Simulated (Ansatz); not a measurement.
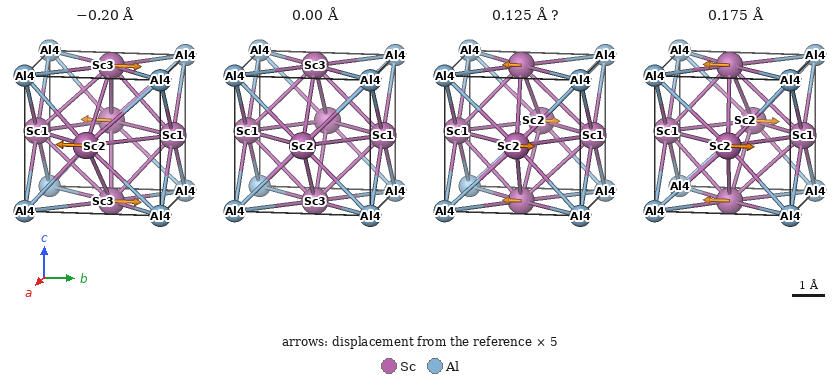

A crystal of Sc3Al (Pm-3m): a normal mode at the zone centre (one arbitrary combination within a set of 3 degenerate modes) is frozen in with the cell fixed, the amplitude being the largest displacement of an atom. The picture is a ball-and-stick view of the cell of the calculation, seen slightly off an axis. Orange arrows: displacements from the reference.

Theory: Ansatz 0.2.0, DFT PBEsol, scalar-relativistic, plane waves, PAW. Set-up: plane-wave cutoff 420 eV; k-point mesh 12 × 12 × 12; occupations gaussian; smearing width 0.15 eV; no spin polarisation. Energies (free energies at the smearing named) are counted from the relaxed crystal.

```json
{"largest displacement (Å)": "−0.200", "energy change (meV/cell)": "239.0"}
{"largest displacement (Å)": "−0.100", "energy change (meV/cell)": "59.6"}
{"largest displacement (Å)": "0.000", "energy change (meV/cell)": "0.0"}
{"largest displacement (Å)": "0.025", "energy change (meV/cell)": "3.7"}
{"largest displacement (Å)": "0.050", "energy change (meV/cell)": "14.9"}
{"largest displacement (Å)": "0.075", "energy change (meV/cell)": "33.5"}
{"largest displacement (Å)": "0.125", "energy change (meV/cell)": "?"}
{"largest displacement (Å)": "0.150", "energy change (meV/cell)": "134.2"}
{"largest displacement (Å)": "0.175", "energy change (meV/cell)": "182.9"}
```

**Fill in the missing row.**

A straight line between the two neighbours gives 100.6 meV/cell. A cubic through the four nearest rows (0.050, 0.075, 0.150, 0.175) gives, with Lagrange weights, (−0.2000)(14.9) + (0.5000)(33.5) + (1.0000)(134.2) + (−0.3000)(182.9) = 93.1 meV/cell. The calculation gives 93.2 meV/cell, so the cubic is 0.1 meV/cell too low and the straight line 7.4 meV/cell too high, as the curve bends upwards here.

The whole profile:

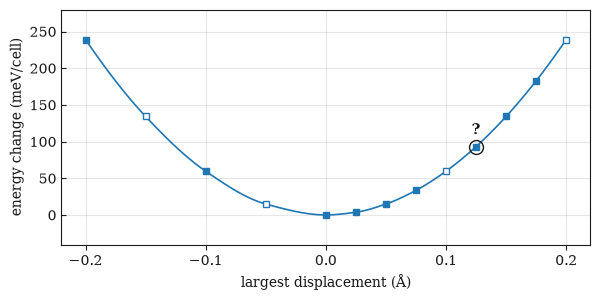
